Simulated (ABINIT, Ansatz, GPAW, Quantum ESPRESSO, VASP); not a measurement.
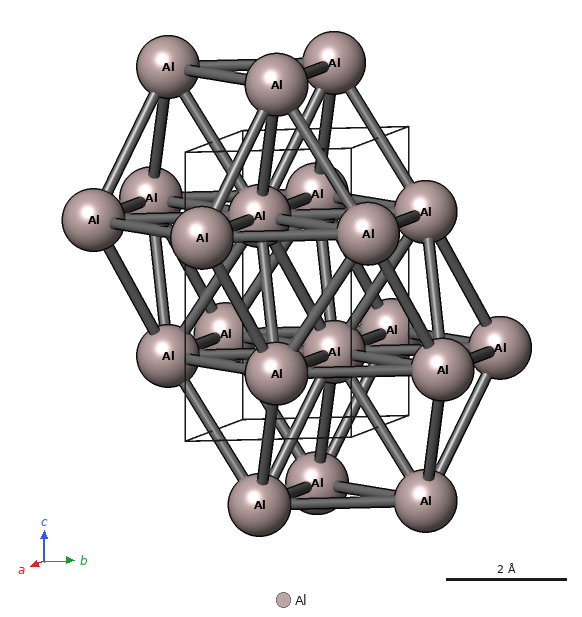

Al, hexagonal close-packed (Mg type), space group P6₃/mmc (No. 194), a = 2.812 Å, b = 2.812 Å, c = 4.867 Å, α = 90.00°, β = 90.00°, γ = 120.00° (16.67 Å³/atom). We look at a ball-and-stick model of the crystal slightly off an axis. Thin lines show the conventional unit cell, with boundary atoms drawn in all their periodic places. Bonds that leave the box are completed with the atoms at their other ends. The cell is a structure listed in the Materials Project. This isn't the form of Al at room conditions, which is fcc.

The cell was scaled uniformly, at fixed shape and fractional positions, in six programs or potential sets. Alike in all runs: functional PBE; k mesh 11 × 11 × 6 on the run's cell of 2 atoms; occupations fermi-dirac, width 0.05 eV; no spin polarisation; no spin-orbit coupling.

Energies from Ansatz (Ansatz PAW soft_1):

| volume (Å³/atom) | E − E(lowest point) (meV/atom) |
| --- | --- |
| 15.669 | 16.81 |
| 16.003 | 7.40 |
| 16.336 | 1.93 |
| 16.669 | 0.00 |
| 17.003 | 1.25 |
| 17.336 | 5.35 |
| 17.670 | 12.00 |

What equilibrium volume and bulk modulus do these points give?

Answer. V0 = 16.70 Å³/atom, B0 = 75.6 GPa and B0′ = 4.4. V0 lies 0.2 % above the volume of the cell as given.

The same fit in all programs:

| program | V0 (Å³/atom) | B0 (GPa) | B0′ |
| --- | --- | --- | --- |
| Ansatz (Ansatz PAW soft_1) | 16.70 | 75.6 | 4.4 |
| Quantum ESPRESSO (SSSP 1.3 efficiency) | 16.69 | 76.0 | 4.5 |
| GPAW (PAW data 1.2.1) | 16.73 | 75.9 | 4.5 |
| ABINIT (JTH PAW PBE v2.0) | ? | ? | ? |
| VASP (PBE potentials, release 64 Al) | 16.70 | 75.7 | 4.4 |
| Ansatz LAPW (all-electron) | 16.70 | 75.5 | 4.4 |

What does ABINIT (JTH PAW PBE v2.0) give?

Answer. V0 = 16.69 Å³/atom, B0 = 75.5 GPa and B0′ = 4.5. The other rows span 16.69 to 16.73 Å³/atom and 75.5 to 76.0 GPa.

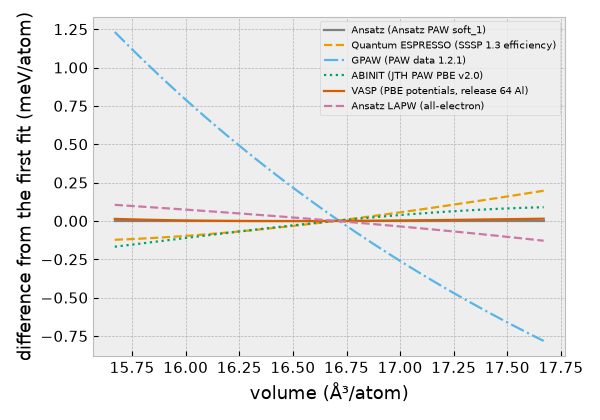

Each fitted curve, counted from its own minimum, less that of Ansatz (Ansatz PAW soft_1). With one functional throughout, the spread comes from potentials, basis sets and numerical settings; B0′ is uncertain by a few tenths over so narrow a range.

Caveat: the cell was scaled at fixed shape and fractional positions, which overstates the stiffness of a crystal with free parameters, most of all of layers and chains.
